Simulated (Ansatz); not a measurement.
## Pb: a changed input and its effect

System: Pb (Im-3m, 1 atom in the cell).
Method of run A: DFT PBEsol, scalar-relativistic, plane waves, PAW, no spin polarisation (Ansatz 0.2.0).

The structure derives from a Materials Project entry. Text and figures count atoms from 1; the logs count them from 0 in places.

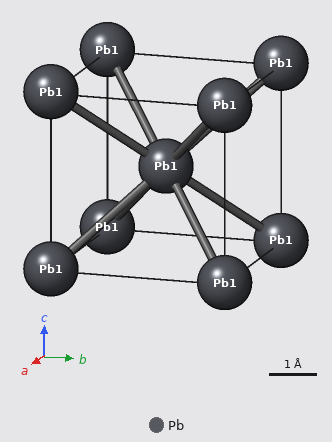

The structure (ball-and-stick view of the cell 2 times as large as that of the calculation, set on its symmetry axes, seen slightly off an axis; atoms are numbered from 1 in the order of the input). Near neighbours in the crystal (not all of them lie inside the picture): Pb has 8 Pb at 3.43 Å.

## Input file, run A
```yaml
crystal:
  lattice:
    - [-1.9796595667, 1.9796595667, 1.9796595667]
    - [1.9796595667, -1.9796595667, 1.9796595667]
    - [1.9796595667, 1.9796595667, -1.9796595667]
  atoms:
    - { symbol: Pb, position: [0.0075947402, 0.0046674692, -0.0074482503] }
basis:
  ecutwfc: 420
kpoints:
  mp_grid: { grid: [14, 14, 14] }
hamiltonian:
  xc: pbesol
scf:
  occupations: { method: gaussian, width: 0.1 }
output:
  forces: true
  stress: true
  eigenvalues: true
  populations: true
```

Hardware: 1 thread of an x86-64 CPU, shared host.

## Output, shortened to warnings, some set-up lines, iterations and results (run A)
```
Basis set: ecut = 420 eV, 603 PW (Γ), exchange–correlation on 48×48×48 points (8 copies of the dense FFT grid, shifted against one another)
Symmetry: 48 space group operations
k-points: 104 of 2744
Initial density: superposition of atomic densities (neutral atoms: chi_scale 0, normalization atom), corrected by the library's trained network
[...]
SCF iter   1: F=—  HF=-11754.897255 eV  |F-HF|=—  |Δ(HF+E_count)|=         —  Δρ=1.81e-3  dr2=8.89e-4  ethr=1.77e-3  ⟨swp⟩=5.5  Hψ=7423  notcnv=0
SCF iter   2: F=—  HF=-11754.896465 eV  |F-HF|=—  |Δ(HF+E_count)|=   7.90e-4  Δρ=9.63e-4  dr2=2.99e-4  ethr=6.35e-6  ⟨swp⟩=2.5  Hψ=2580  notcnv=0
SCF iter   3: F=—  HF=-11754.896340 eV  |F-HF|=—  |Δ(HF+E_count)|=   1.25e-4  Δρ=2.27e-4  dr2=7.97e-6  ethr=2.14e-6  ⟨swp⟩=2.0  Hψ=1855  notcnv=0  defer=2
SCF iter   4: F=—  HF=-11754.896337 eV  |F-HF|=—  |Δ(HF+E_count)|=   2.93e-6  Δρ=9.88e-5  dr2=4.51e-6  ethr=5.69e-8  ⟨swp⟩=2.0  Hψ=1855  notcnv=0
SCF iter   5: F=—  HF=-11754.896335 eV  |F-HF|=—  |Δ(HF+E_count)|=   1.46e-6  Δρ=5.33e-5  dr2=1.30e-6  ethr=3.22e-8  ⟨swp⟩=2.0  Hψ=1716  notcnv=0  defer=1
SCF iter   6: F=-11754.896335 eV  HF=-11754.896335 eV  |F-HF|=8.09e-9  |Δ(HF+E_count)|=   6.86e-7  Δρ=5.38e-6  dr2=9.71e-9  ethr=7.14e-10  ⟨swp⟩=4.6  Hψ=6196  notcnv=0
SCF 1 converged in 6 iterations: F = -11754.896335 eV  dr2 = 9.71e-9
SCF converged after 6 iterations
Free energy (F): -11754.896335 eV
Harris-Foulkes:  -11754.896335 eV  (|F-HF|=8.09e-9)
Internal energy: -11754.891500 eV  (E = F + TS)
E sigma→0 (E₀):  -11754.893917 eV
Entropy (-TS):   -0.004835 eV (-4.835 meV/atom)
Fermi energy:    10.381415 eV
--- Per-component energies (eV) ---
  E_band       = -43.225662
  E_kinetic    = 288.775134
  E_local      = -1031.875341  (includes V_loc(G=0)·N_el)
  E_nonlocal   = 351.666989
  E_hartree    = 408.136666
  E_xc         = -218.828903
  E_vxc        = -132.518247  (∫ρ·V_xc dr)
  E_paw        = -10255.746653  (= ΣΔE_a)
  E_vpaw       = -335.551457  (= ΣTr[D̂ρ^β])
  E_aug_tail   = 0.000044  (compensation charges beyond the density's cutoff)
  E_ewald      = -1297.081552
  E_core_change = 0.062117  (= ΣΔE_core)
  E_smearing   = -0.004835  (= −TS)
  E_closure    = 0.000000  (closes the sum)
  Σ components = -11754.896335   (vs F -11754.896335, Δ=0.00e0)
--- Forces (eV/Å), atoms counted from 1 ---
  atom   1  Pb    -0.00000000     0.00000000     0.00000000
  max |Σ_I F_I| component: 5.39e-28 eV/Å
--- Stress (GPa, compression-positive) ---
       -1.672478       0.000000       0.000000
       -0.000000      -1.672478      -0.000000
       -0.000000       0.000000      -1.672478
  P = ⅓ Tr σ = -1.6725 GPa (-16.725 kbar)
--- Löwdin populations: 1 site ---
  site symbol       q [e]
     0     Pb     13.9634
  spilling = 0.002614 (of n_electrons = 14.000000)
```

The input of run B differs as follows (lines with − go, lines with + come):
```diff
-    - { symbol: Pb, position: [0.0075947402, 0.0046674692, -0.0074482503] }
+    - { symbol: Pb, position: [-0.0063697821, -0.0301567002, -0.0082792013] }
-  populations: true
```

How does run B compare with run A?

The energy is the same within 0.01 meV per atom. The number of SCF iterations is the same.

## Output, shortened to warnings, some set-up lines, iterations and results (run B)
```
Basis set: ecut = 420 eV, 603 PW (Γ), exchange–correlation on 48×48×48 points (8 copies of the dense FFT grid, shifted against one another)
Symmetry: 48 space group operations
k-points: 104 of 2744
Initial density: superposition of atomic densities (neutral atoms: chi_scale 0, normalization atom), corrected by the library's trained network
[...]
SCF iter   1: F=—  HF=-11754.897256 eV  |F-HF|=—  |Δ(HF+E_count)|=         —  Δρ=1.81e-3  dr2=8.86e-4  ethr=1.77e-3  ⟨swp⟩=5.6  Hψ=7448  notcnv=0
SCF iter   2: F=—  HF=-11754.896467 eV  |F-HF|=—  |Δ(HF+E_count)|=   7.89e-4  Δρ=9.65e-4  dr2=3.00e-4  ethr=6.33e-6  ⟨swp⟩=2.5  Hψ=2579  notcnv=0
SCF iter   3: F=—  HF=-11754.896342 eV  |F-HF|=—  |Δ(HF+E_count)|=   1.25e-4  Δρ=2.33e-4  dr2=8.42e-6  ethr=2.15e-6  ⟨swp⟩=2.0  Hψ=1855  notcnv=0  defer=2
SCF iter   4: F=—  HF=-11754.896337 eV  |F-HF|=—  |Δ(HF+E_count)|=   4.81e-6  Δρ=9.92e-5  dr2=4.54e-6  ethr=6.01e-8  ⟨swp⟩=2.0  Hψ=1856  notcnv=0
SCF iter   5: F=—  HF=-11754.896335 eV  |F-HF|=—  |Δ(HF+E_count)|=   1.45e-6  Δρ=5.43e-5  dr2=1.34e-6  ethr=3.24e-8  ⟨swp⟩=2.0  Hψ=1683  notcnv=0  defer=1
SCF iter   6: F=-11754.896335 eV  HF=-11754.896335 eV  |F-HF|=9.85e-9  |Δ(HF+E_count)|=   7.04e-7  Δρ=5.76e-6  dr2=1.13e-8  ethr=7.14e-10  ⟨swp⟩=4.6  Hψ=6199  notcnv=0
SCF 1 converged in 6 iterations: F = -11754.896335 eV  dr2 = 1.13e-8
SCF converged after 6 iterations
Free energy (F): -11754.896335 eV
Harris-Foulkes:  -11754.896335 eV  (|F-HF|=9.85e-9)
Internal energy: -11754.891500 eV  (E = F + TS)
E sigma→0 (E₀):  -11754.893917 eV
Entropy (-TS):   -0.004835 eV (-4.835 meV/atom)
Fermi energy:    10.381417 eV
--- Per-component energies (eV) ---
  E_band       = -43.225471
  E_kinetic    = 288.775143
  E_local      = -1031.875107  (includes V_loc(G=0)·N_el)
  E_nonlocal   = 351.666848
  E_hartree    = 408.136485
  E_xc         = -218.828911
  E_vxc        = -132.518260  (∫ρ·V_xc dr)
  E_paw        = -10255.746567  (= ΣΔE_a)
  E_vpaw       = -335.551319  (= ΣTr[D̂ρ^β])
  E_aug_tail   = 0.000044  (compensation charges beyond the density's cutoff)
  E_ewald      = -1297.081552
  E_core_change = 0.062117  (= ΣΔE_core)
  E_smearing   = -0.004835  (= −TS)
  E_closure    = -0.000000  (closes the sum)
  Σ components = -11754.896335   (vs F -11754.896335, Δ=0.00e0)
--- Forces (eV/Å), atoms counted from 1 ---
  atom   1  Pb     0.00000000    -0.00000000    -0.00000000
  max |Σ_I F_I| component: 3.30e-27 eV/Å
--- Stress (GPa, compression-positive) ---
       -1.672481       0.000000      -0.000000
        0.000000      -1.672481      -0.000000
       -0.000000      -0.000000      -1.672481
  P = ⅓ Tr σ = -1.6725 GPa (-16.725 kbar)
```

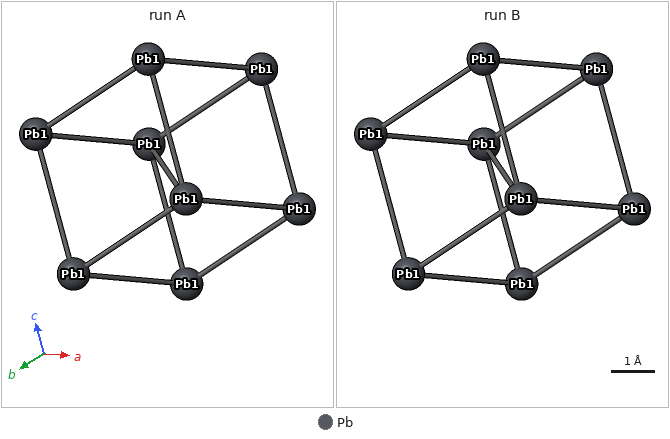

The two input geometries at one scale (ball-and-stick view of the cell of the calculation, seen at an oblique angle). No atom moves by more than 0.005 Å. The cell stays as it was.

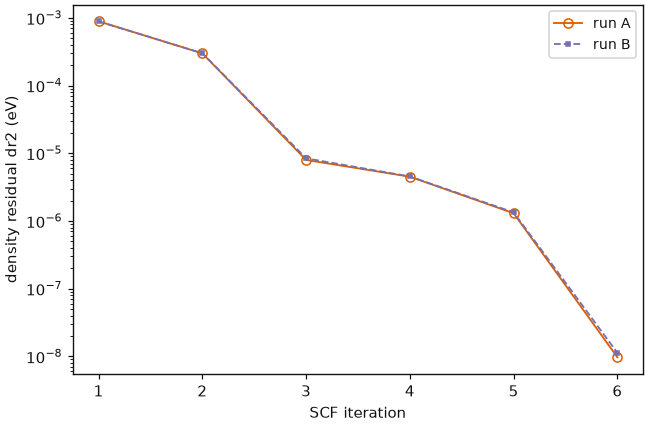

Convergence of the two runs: density residual dr2 against the SCF iteration. Run A takes 6 iterations in all, and run B takes 6.

## The two runs side by side

```csv
quantity,run A,run B
outcome,converged,converged
free energy per atom (eV),−11754.8963,−11754.8963
"energy per atom, smearing taken to zero (eV)",−11754.8939,−11754.8939
gap on the mesh (eV),0.00,0.00
pressure (GPa),−1.67,−1.67
largest force (eV/Å),0.000,0.000
SCF iterations,6,6
irreducible k-points,104,104
plane waves at Γ,603,603
wall time (shared host),1.5 s,1.2 s
```

For both runs: Spin–orbit coupling is left out, which matters for Pb.
